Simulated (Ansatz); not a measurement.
## Electronic structure of TaN in real space

Input file:

```
crystal:
  lattice:
    - [0.0, 2.1823877491, 2.2595612725]
    - [2.1823877491, 0.0, 2.2595612725]
    - [2.1823877491, 2.1823877491, 0.0]
  atoms:
    - { symbol: Ta, position: [0.498417192, 0.501582808, 0.501582808] }
    - { symbol: "N", position: [0.02044733, -0.02044733, -0.02044733] }
basis:
  ecutwfc: 520.0
kpoints:
  mp_grid: { grid: [18, 18, 18] }
hamiltonian:
  xc: pbe
  pseudopotentials: { kind: paw, azcp: { folder: soft_1 } }
scf:
  occupations: { method: gaussian, width: 0.15 }
output:
  forces: true
  stress: true
  eigenvalues: true
  write_density: true
  write_potential: true
  elf: true
  volumetric_format: npy
```

Launched as:

```sh
ansatz run input.yaml --threads 1 --pin off --max-ram 2048MiB --backend cpu --events-out ev --progress --plain --runs-dir out
```

Below, planes, directions and counts refer to the conventional cell (a = 4.36 Å, b = 4.52 Å, c = 4.36 Å, α = 90.00°, β = 90.00°, γ = 90.00°).

Space group Fmm2; changed on purpose from its base cell (mode 4 frozen in at -0.090 Å, strain +e along z and -e/2 along x and y +0.0233); not relaxed (largest force 0.9 eV/Å); computed pressure about 3 GPa in this cell; PAW files of the earlier set (soft_1).

Level of theory: DFT PBE, scalar-relativistic, plane waves, PAW in Ansatz.

In a PAW calculation such maps are meaningful between the atoms, not at the nuclei.

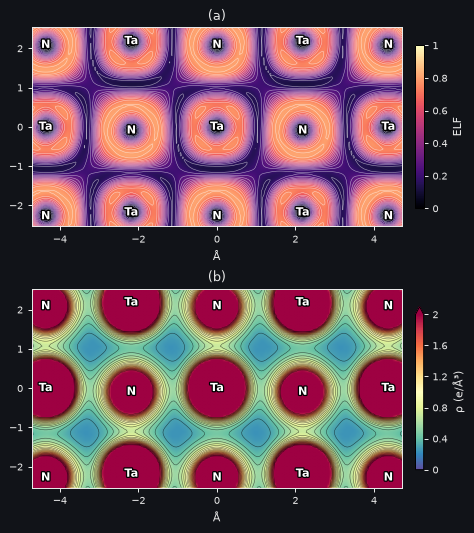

Figure 1. (a) electron localisation function; (b) valence pseudo-density on the (010) plane of the conventional cell.

Q: Describe what can be read from this map.

A:
- The plane passes through Ta and N nuclei.
- Ta–N (2.09 Å): ρ is about 0.72 e/Å³ halfway; the ELF peaks at about 0.80 in the valence shell of N, 0.6 Å from its nucleus, and is about 0.20 at the midpoint (no shared electron pair shows on this line).
- Ta–Ta (3.09 Å): ρ is about 0.24 e/Å³ halfway; the ELF is about 0.20 at the midpoint: no shared electron pair shows on this line.
- Ta–N (2.18 Å): ρ at the midpoint is about 0.56 e/Å³; the ELF peaks at about 0.80 in the valence shell of N, 0.7 Å from its nucleus, and is about 0.15 at the midpoint; no localised pair shows between them.
- Ta–N (2.28 Å): the density is about 0.45 e/Å³ at the midpoint; the ELF peaks at about 0.80 in the valence shell of N, 0.7 Å from its nucleus, and is about 0.15 at the midpoint; no localised pair shows between them.
- Between the atoms the lowest density in this plane is 0.24 e/Å³.
- The features right at Ta lie inside the PAW spheres, where the map follows smoothed inner orbitals and isn't to be read closely.

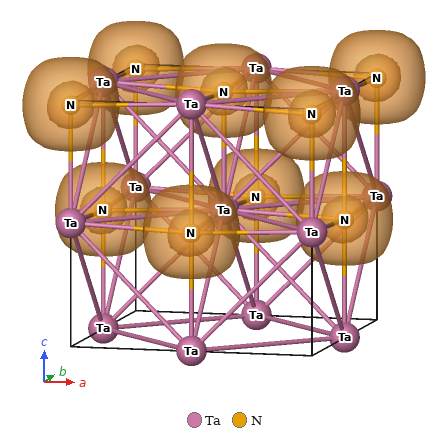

Figure 2. Isosurface of the electron localisation function at 0.65 (orange), seen slightly off an axis. Core shells and regions of very low density are left out. Sticks mark near contacts.

Q: Identify the bonds, lone pairs and shells in this picture.

A: At this value the surface marks out four regions wrapped around N (the valence shell of each), counted in one cell of 8 atoms. Any copies at cell faces, edges or corners count once.

Q: Does the calculation give a band gap?

A: It is metallic or semimetallic at this level of theory: no gap opens; semilocal functionals without U, or without the true magnetic order, often close the gap of such compounds.
